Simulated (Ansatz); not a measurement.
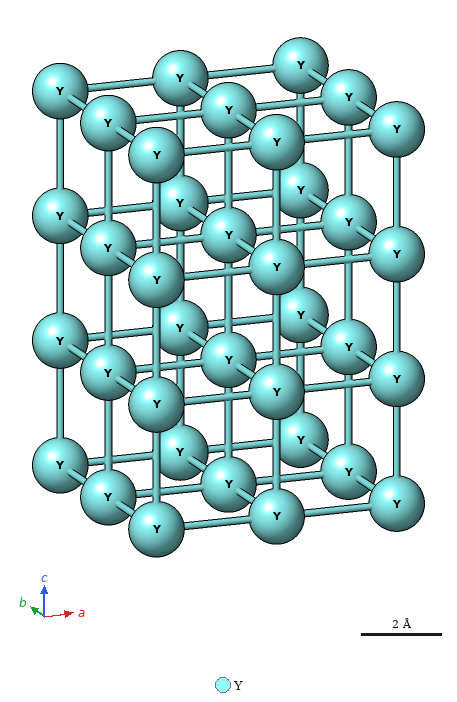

*The structure as given in the input (ball-and-stick view of the cell of the calculation, repeated 2 × 2 × 3, seen slightly off an axis).*

Near neighbours in the crystal (not all of them lie inside the picture): Y has 6 Y at 3.27 Å.

# Band-structure calculation of Y

- system: Y (1 atom in the cell)
- method: DFT, PBE, PAW with Ansatz's default frozen-core files, scalar-relativistic, no spin polarisation (Ansatz 0.2.0)

It belongs to a series of runs on one base structure; here: PAW files in place of LAPW.

Output
```
Y: output.efg is read without spin–orbit coupling, which moves field gradients at and beside such atoms by some per cent and up to a factor of two; PAW files take it under magnetization.noncollinear and magnetization.spin_orbit
Engine: ansatz 0.2.0, aarch64-unknown-linux-gnu
Pseudopotentials: kind: paw
Pseudopotential: Y, paw, valence charge 11, recommended cutoff 420 eV (normal), Y.paw.azcp
Functional definition: PBE
  parameter kappa = 0.804
  parameter beta = 0.06672455060314922
  exchange = pbe_x(kappa = kappa, mu = beta*pi^2/3)
  correlation = pbe_c(beta = beta)
Crystal: 1 atoms, lattice volume = 34.831 Å³
Basis set: ecut = 420 eV, 691 PW (Γ), exchange–correlation on 48×48×48 points (8 copies of the dense FFT grid, shifted against one another)
Bands: 10, of which v1, the nominal top of the filled ones, is band 6 counted from 1 (5 counted from 0)
Symmetry: 48 space group operations
Space group: Pm-3m (ITA 221), of the structure as read, at distance tolerance 3.3e-5 Å
k-points: 56 of 1331
Non-local potential: Y, projectors of the file, l = 0: 3, l = 1: 2, l = 2: 2, l = 3: 1
PAW form: soft (Blöchl's): semilocal exchange-correlation on the pseudo side does not see the compensation charge
PAW one-centre angular grid: Y, 590 points (default); XC on 64 Gauss nodes
Initial density: superposition of atomic densities (neutral atoms: chi_scale 0, normalization atom), corrected by the library's trained network
Initial wavefunctions: pseudopotential atomic-orbital guess
Functional: x = pbe(κ = 0.804, μ = 0.2195149727645171), c = pbe(β = 0.06672455060314922)
SCF iter   1: F=—  HF=-3847.901385 eV  |F-HF|=—  |Δ(HF+E_count)|=         —  Δρ=4.81e-3  dr2=1.01e-2  ethr=1.77e-3  ⟨swp⟩=5.2  Hψ=3237  notcnv=0
preconditioner: auto → none  [metal: Δε(μ)=0.021 eV  Ē_g=3.849 eV  σ=0.080 eV  W_gap=0.06  n_scr=6 (ndim 8)  ℏωp=10.9 eV  f_vac=0.000  D(μ)=2.60/eV (n_scr^D=26)  sad-step TF]
SCF iter   2: F=—  HF=-3847.900297 eV  |F-HF|=—  |Δ(HF+E_count)|=   1.09e-3  Δρ=3.05e-3  dr2=4.54e-3  ethr=9.21e-5  ⟨swp⟩=1.0  Hψ=1008  notcnv=0
SCF iter   3: F=—  HF=-3847.899470 eV  |F-HF|=—  |Δ(HF+E_count)|=   8.27e-4  Δρ=4.38e-4  dr2=4.24e-5  ethr=4.13e-5  ⟨swp⟩=2.0  Hψ=662  notcnv=0
SCF iter   4: F=—  HF=-3847.899475 eV  |F-HF|=—  |Δ(HF+E_count)|=   5.56e-6  Δρ=2.11e-4  dr2=1.92e-5  ethr=3.86e-7  ⟨swp⟩=2.0  Hψ=909  notcnv=0
SCF iter   5: F=—  HF=-3847.899467 eV  |F-HF|=—  |Δ(HF+E_count)|=   8.03e-6  Δρ=4.83e-5  dr2=7.93e-7  ethr=1.74e-7  ⟨swp⟩=2.9  Hψ=899  notcnv=0
SCF iter   6: F=-3847.899467 eV  HF=-3847.899467 eV  |F-HF|=1.67e-9  |Δ(HF+E_count)|=   3.47e-7  Δρ=3.16e-6  dr2=2.54e-9  ethr=9.09e-10  ⟨swp⟩=8.9  Hψ=3808  notcnv=0
SCF 1 converged in 6 iterations: F = -3847.899467 eV  dr2 = 2.54e-9
  greatest PAW one-centre occupation: 0.993 electrons in one spin orbital (limit 2), on the Y atom at site 0 (counted from 0), in its partial waves of l = 0
NSCF: frozen V_eff on 99 k-points
SCF converged after 6 iterations
Free energy (F): -3847.899467 eV
Harris-Foulkes:  -3847.899467 eV  (|F-HF|=1.67e-9)
Internal energy: -3847.846841 eV  (E = F + TS)
E sigma→0 (E₀):  -3847.873154 eV
Entropy (-TS):   -0.052626 eV (-52.626 meV/atom)
Fermi energy:    8.691902 eV
--- Per-component energies (eV) ---
  E_band       = -131.302596
  E_kinetic    = 305.020347
  E_local      = -661.617328  (includes V_loc(G=0)·N_el)
  E_nonlocal   = 50.627509
  E_hartree    = 213.150029
  E_xc         = -172.666535
  E_vxc        = -198.213755  (∫ρ·V_xc dr)
  E_paw        = -2825.488092  (= ΣΔE_a)
  E_vpaw       = -53.418161  (= ΣTr[D̂ρ^β])
  E_aug_tail   = 0.000003  (compensation charges beyond the density's cutoff)
  E_ewald      = -756.872773
  E_smearing   = -0.052626  (= −TS)
  E_closure    = 0.000000  (closes the sum)
  Σ components = -3847.899467   (vs F -3847.899467, Δ=0.00e0)
--- Forces (eV/Å), atoms counted from 1 ---
  atom   1  Y      0.00000000    -0.00000000     0.00000000
  max |Σ_I F_I| component: 5.65e-33 eV/Å
--- Stress (GPa, compression-positive) ---
        0.011663       0.000000       0.000000
        0.000000       0.011663       0.000000
        0.000000       0.000000       0.011663
  P = ⅓ Tr σ = 0.0117 GPa (0.117 kbar)
--- PAW observables at the nuclei: V_zz in 10²¹ V/m², potentials from the cell's mean, atoms counted from 1 ---
  atom   1  Y  V_zz =    +0.000000   η = 0.0000   by run symmetry: forbidden
            electrostatic potential = -5713.306562 V   contact ρ = 443910.959667 e/Å³
--- Band table (eV; the first three rows and the last of 56) ---
  k-point 0: bands = ["-34.2888", "-13.9473", "-13.9473", "-13.9473", "4.2561", "8.0851", "8.0851", "13.8734", "13.8734", "13.8734"]
  k-point 1: bands = ["-34.2836", "-14.0059", "-13.9423", "-13.9423", "4.4153", "8.1337", "8.2225", "13.5709", "13.5709", "13.8928"]
  k-point 2: bands = ["-34.2694", "-14.1603", "-13.9291", "-13.9291", "4.8581", "8.2691", "8.5802", "12.9143", "12.9143", "13.9454"]
  k-point 55: bands = ["-34.0978", "-14.4504", "-14.4485", "-14.4485", "8.0870", "8.2116", "8.2116", "14.5112", "14.7582", "14.7582"]
--- Löwdin populations: 1 site ---
  site symbol       q [e]
     0      Y     10.9296
  spilling = 0.006397 (of n_electrons = 11.000000)
--- Bader charges: 1 site ---
  site symbol  charge [e]  shift [e]
     0      Y      0.0000     0.0000
  estimated error of the sums over rays = 1.4e-6 e
```

File bader_charges.tsv
```
# site	symbol	x_ang	y_ang	z_ang	partial_charge_e	electrons	volume_ang3	relative_density_drop	shared_charge_e	partial_wave_shift_e
# quadrature_error_electrons = 1.4e-6
0	Y	0.0000	0.0000	0.0000	0.00000	39.00000	34.83	-	0.00000	0.00000
```

File dos.tsv
```
# E-E_F[eV]	g_bin_mean(E)[states/eV]	N(E)
# format = ansatz-dos/2
# fermi_ev = 8.691902
# fermi_mp_grid = 11 11 11
# fermi_mp_shift = 0 0 0
# tetrahedron_fermi_ev = 8.709906
# g_bin_mean(E): the states in a bin one row spacing wide, centred on E, divided by that spacing. States that the method places at a single energy (under output.dos.method: tetrahedron, those of a tetrahedron whose four corners have one energy) are counted whole in the row whose bin holds that energy (on the edge of two bins, in the lower row). The sum of g_bin_mean over a run of rows, times the row spacing, is the number of states from half a spacing under the first of them to half a spacing over the last (a plain sum, not the trapezoid rule).
-14.000000	0.000000e0	8.000000e0
-13.800000	0.000000e0	8.000000e0
-13.600000	0.000000e0	8.000000e0
-13.400000	0.000000e0	8.000000e0
-13.200000	0.000000e0	8.000000e0
-13.000000	0.000000e0	8.000000e0
-12.800000	0.000000e0	8.000000e0
-12.600000	0.000000e0	8.000000e0
-12.400000	0.000000e0	8.000000e0
-12.200000	0.000000e0	8.000000e0
-12.000000	0.000000e0	8.000000e0
-11.800000	0.000000e0	8.000000e0
-11.600000	0.000000e0	8.000000e0
-11.400000	0.000000e0	8.000000e0
-11.200000	0.000000e0	8.000000e0
-11.000000	0.000000e0	8.000000e0
-10.800000	0.000000e0	8.000000e0
-10.600000	0.000000e0	8.000000e0
-10.400000	0.000000e0	8.000000e0
-10.200000	0.000000e0	8.000000e0
-10.000000	0.000000e0	8.000000e0
-9.800000	0.000000e0	8.000000e0
-9.600000	0.000000e0	8.000000e0
-9.400000	0.000000e0	8.000000e0
-9.200000	0.000000e0	8.000000e0
-9.000000	0.000000e0	8.000000e0
-8.800000	0.000000e0	8.000000e0
-8.600000	0.000000e0	8.000000e0
-8.400000	0.000000e0	8.000000e0
-8.200000	0.000000e0	8.000000e0
-8.000000	0.000000e0	8.000000e0
-7.800000	0.000000e0	8.000000e0
-7.600000	0.000000e0	8.000000e0
-7.400000	0.000000e0	8.000000e0
-7.200000	0.000000e0	8.000000e0
-7.000000	0.000000e0	8.000000e0
-6.800000	0.000000e0	8.000000e0
-6.600000	0.000000e0	8.000000e0
-6.400000	0.000000e0	8.000000e0
-6.200000	0.000000e0	8.000000e0
-6.000000	0.000000e0	8.000000e0
-5.800000	0.000000e0	8.000000e0
-5.600000	0.000000e0	8.000000e0
-5.400000	0.000000e0	8.000000e0
-5.200000	0.000000e0	8.000000e0
-5.000000	0.000000e0	8.000000e0
-4.800000	0.000000e0	8.000000e0
-4.600000	0.000000e0	8.000000e0
-4.400000	6.248106e-3	8.000023e0
-4.200000	6.202958e-2	8.006122e0
-4.000000	9.178215e-2	8.022085e0
-3.800000	1.278746e-1	8.043929e0
-3.600000	1.523440e-1	8.072252e0
-3.400000	1.795947e-1	8.105286e0
-3.200000	2.097465e-1	8.144145e0
-3.000000	2.415252e-1	8.189304e0
-2.800000	2.735377e-1	8.240759e0
-2.600000	3.098203e-1	8.298842e0
-2.400000	3.566849e-1	8.365271e0
-2.200000	4.132369e-1	8.442127e0
-2.000000	4.856313e-1	8.531082e0
-1.800000	6.690912e-1	8.638871e0
-1.600000	1.299030e0	8.822394e0
-1.400000	1.710925e0	9.148245e0
-1.200000	1.739384e0	9.496500e0
-1.000000	1.279138e0	9.814722e0
-0.800000	3.467317e-1	9.972776e0
-0.600000	8.953752e-2	1.000000e1
-0.400000	1.020244e0	1.007891e1
-0.200000	2.127427e0	1.039528e1
0.000000	3.092011e0	1.093936e1
0.200000	2.457585e0	1.150727e1
0.400000	2.802979e0	1.203915e1
0.600000	2.172962e0	1.255184e1
0.800000	1.413060e0	1.289302e1
1.000000	1.291325e0	1.315580e1
1.200000	1.136856e0	1.341111e1
1.400000	7.358116e-1	1.359327e1
1.600000	5.980244e-1	1.371543e1
1.800000	9.627207e-1	1.385486e1
2.000000	1.577819e0	1.412093e1
2.200000	1.774854e0	1.445718e1
2.400000	1.749486e0	1.481679e1
2.600000	1.540440e0	1.515962e1
2.800000	1.271111e0	1.543230e1
3.000000	1.329207e0	1.567493e1
3.200000	2.085725e0	1.600339e1
3.400000	3.056022e0	1.653905e1
3.600000	2.691999e0	1.712376e1
3.800000	2.174364e0	1.761943e1
4.000000	1.897031e0	1.801194e1
4.200000	1.720602e0	1.837875e1
4.400000	1.540090e0	1.870824e1
4.600000	1.275423e0	1.898473e1
4.800000	1.157582e0	1.922547e1
5.000000	1.026334e0	1.944535e1
5.200000	7.161079e-1	1.962939e1
5.400000	3.533750e-1	1.972765e1
5.600000	2.748481e-1	1.978699e1
5.800000	2.558038e-1	1.983946e1
6.000000	2.744308e-1	1.989138e1
6.200000	2.517263e-1	1.994140e1
6.400000	1.507190e-1	1.999531e1
6.600000	0.000000e0	2.000000e1
6.800000	0.000000e0	2.000000e1
7.000000	0.000000e0	2.000000e1
7.200000	0.000000e0	2.000000e1
7.400000	0.000000e0	2.000000e1
7.600000	0.000000e0	2.000000e1
7.800000	0.000000e0	2.000000e1
8.000000	0.000000e0	2.000000e1
```

File populations.tsv
```
# site	symbol	l	j	q
# orbitals = lowdin
# n_electrons = 11.000000
# spilling = 0.006397
0	Y	0_4S	-	1.954693
0	Y	0_5S	-	0.840914
0	Y	1_4P	-	5.950438
0	Y	2_4D	-	2.183588
```

File rho_z.tsv
```
# z_ang	rho[e/angstrom^3]
# format = ansatz-planar-average/11
# lattice	3.265796837	0.000000000	0.000000000
# lattice	0.000000000	3.265796837	0.000000000
# lattice	0.000000000	0.000000000	3.265796837
# sites	1
# site	39	0.000000000	0.000000000	0.000000000
0.000000	7.302801e-1
0.136075	7.118596e-1
0.272150	6.527739e-1
0.408225	5.521189e-1
0.544299	4.263781e-1
0.680374	3.044665e-1
0.816449	2.093866e-1
0.952524	1.477560e-1
1.088599	1.132332e-1
1.224674	9.556119e-2
1.360749	8.694857e-2
1.496824	8.309480e-2
1.632898	8.199344e-2
1.768973	8.309480e-2
1.905048	8.694857e-2
2.041123	9.556119e-2
2.177198	1.132332e-1
2.313273	1.477560e-1
2.449348	2.093866e-1
2.585422	3.044665e-1
2.721497	4.263781e-1
2.857572	5.521189e-1
2.993647	6.527739e-1
3.129722	7.118596e-1
```

File v_z.tsv
```
# z_ang	v_es[eV]	v_tot[eV]
# format = ansatz-planar-average/11
# xc	pbe
# density_cutoff_ev	1680
# datasets	Y=:simpson_from_first_knot:soft
# lattice	3.265796837	0.000000000	0.000000000
# lattice	0.000000000	3.265796837	0.000000000
# lattice	0.000000000	0.000000000	3.265796837
# sites	1
# site	39	0.000000000	0.000000000	0.000000000
0.000000	-5.873720e0	-1.797386e1
0.136075	-5.506057e0	-1.747988e1
0.272150	-4.415614e0	-1.601534e1
0.408225	-2.651094e0	-1.365957e1
0.544299	-3.353768e-1	-1.059968e1
0.680374	2.290585e0	-7.176206e0
0.816449	4.854115e0	-3.861271e0
0.952524	6.966067e0	-1.129377e0
1.088599	8.460076e0	7.937748e-1
1.224674	9.484236e0	2.049239e0
1.360749	1.019273e1	2.819945e0
1.496824	1.060898e1	3.237923e0
1.632898	1.074724e1	3.383199e0
1.768973	1.060898e1	3.237923e0
1.905048	1.019273e1	2.819945e0
2.041123	9.484236e0	2.049239e0
2.177198	8.460076e0	7.937748e-1
2.313273	6.966067e0	-1.129377e0
2.449348	4.854115e0	-3.861271e0
2.585422	2.290585e0	-7.176206e0
2.721497	-3.353768e-1	-1.059968e1
2.857572	-2.651094e0	-1.365957e1
2.993647	-4.415614e0	-1.601534e1
3.129722	-5.506057e0	-1.747988e1
```

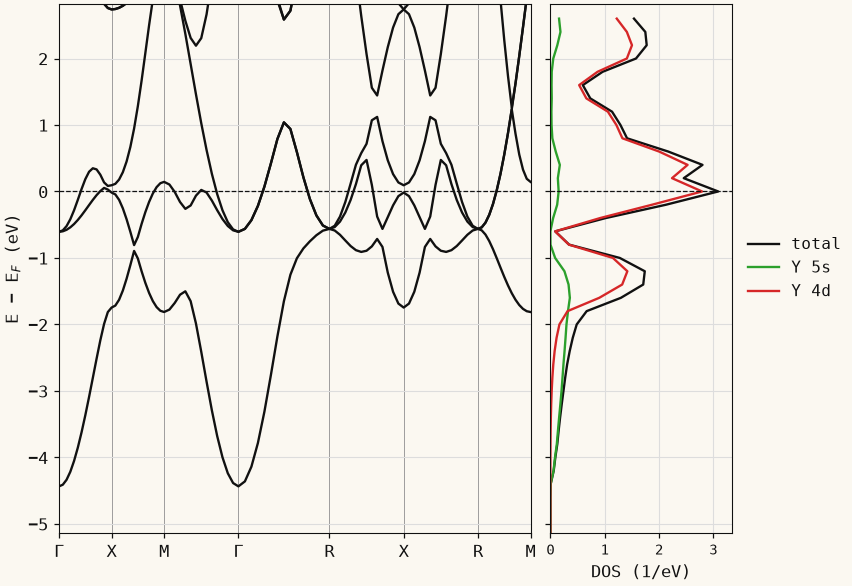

*Band structure along Γ–X–M–Γ–R–X–R–M and density of states (projected on Löwdin-orthogonalised atomic shells), with energies from the Fermi level.*

Bands cross the Fermi level: a metal at this level of theory.

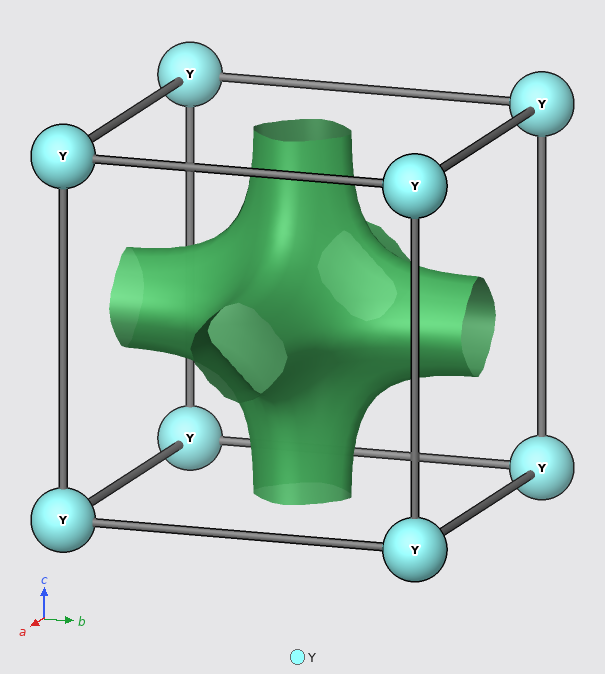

*Isosurface of the ELF at 0.45 (green), seen slightly off an axis. Only the valence region is drawn (cores and ρ < 0.01 e/Å³ removed). Sticks mark near contacts. The outline is the cell set on symmetry axes.*

The ELF exceeds this value in one network that runs through the whole crystal, counted in one cell of 1 atoms. Profiles from the grid: Y–Y (3.27 Å): the ELF is about 0.15 at the midpoint; no shared electron pair. The fields are those of the smooth PAW valence density.

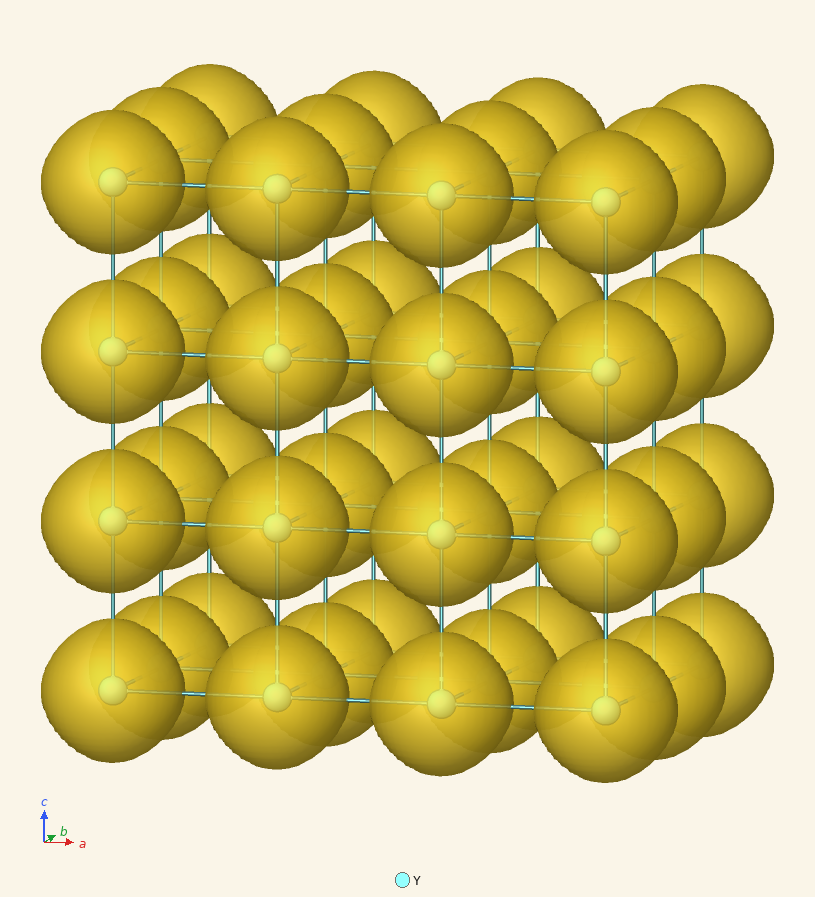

*Isosurface of the valence electron density at 0.15 e/Å³ (yellow), seen slightly off an axis. Sticks mark near contacts. The outline is the cell set on symmetry axes.*

At this value the density breaks into separate islands; it holds about 80 % of the electrons treated as valence (semicore included). It is pinched off along the Y–Y (3.27 Å) contacts. On the grid the lowest density along these lines, outside the cores, is 0.12 e/Å³ (Y–Y, 3.27 Å).

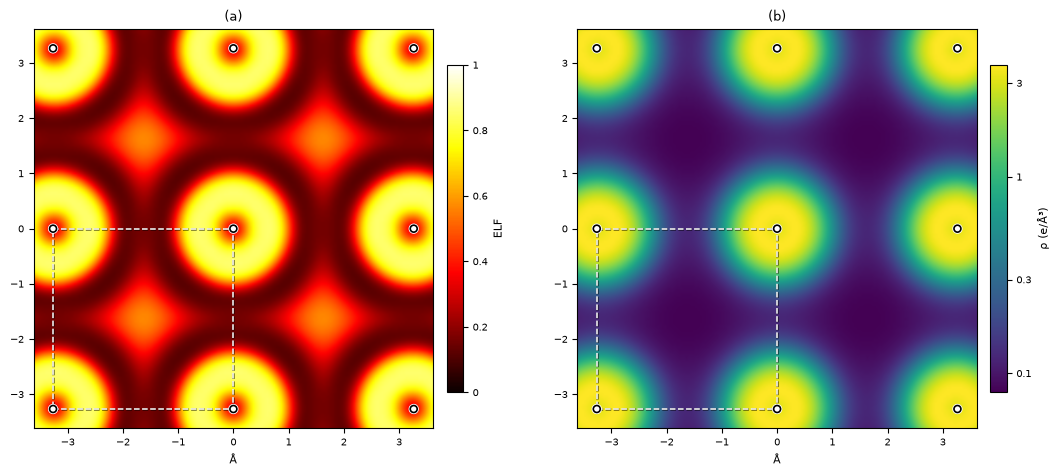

*(a) ELF; (b) valence electron density on the (010) plane of the conventional cell. Circles mark the nuclei in the plane (Y).*

The section cuts through Y sites. Y–Y (3.27 Å): ρ at the midpoint is about 0.12 e/Å³; the ELF is about 0.15 at the midpoint (no localised pair between them). Away from the nuclei the density in this plane falls to 0.08 e/Å³ at its lowest.5. The strong features right at Y lie inside the PAW spheres (semicore, d or f shells) and say nothing about bonding.

The run was set up as follows.

The input
```yaml
crystal:
  lattice:
    - [3.2657968366, 0.0, 0.0]
    - [0.0, 3.2657968366, 0.0]
    - [0.0, 0.0, 3.2657968366]
  atoms:
    - { symbol: "Y", position: [0.0, 0.0, 0.0] }
kpoints:
  mp_grid: { grid: [11, 11, 11] }
  band_path:
    path:
      - [0.0, 0.0, 0.0]
      - [0.0, 0.5, 0.0]
      - [0.5, 0.5, 0.0]
      - [0.0, 0.0, 0.0]
      - [0.5, 0.5, 0.5]
      - [0.0, 0.5, 0.0]
      - [0.5, 0.5, 0.5]
      - [0.5, 0.5, 0.0]
    npoints: 14
scf:
  occupations: { method: fermi_dirac, width: 0.08 }
hamiltonian:
  xc: pbe
  pseudopotentials: { kind: paw }
output:
  forces: true
  stress: true
  eigenvalues: true
  efg: { contact_densities: true }
  populations: true
  bader: true
  dos: { projected: true, de: 0.2, e_range: [-14, 8] }
  write_density: true
  write_potential: true
  elf: true
  volumetric_format: npy
```

Launch command:
```bash
ansatz run input.yaml --threads 1 --pin off --max-ram 2048MiB --backend cpu --events-out ev --progress --plain --runs-dir out
```

Summary

- outcome: converged
- space group (tolerance 0.01 Å): Pm-3m (221)
- electrons treated: 11
- free energy: −3847.8995 eV
- Fermi energy: 8.692 eV
- pressure: 0.01 GPa
- field gradient V_zz (10²¹ V/m²): zero at all sites
- electronic character: metal
- largest force (length of the vector): under 0.001 eV/Å
- hardware: 1 thread of an Arm (aarch64) CPU, shared host
- wall time: 4.2 s
- peak memory: 0.32 GiB

The program warns: the field gradients leave out spin–orbit coupling.
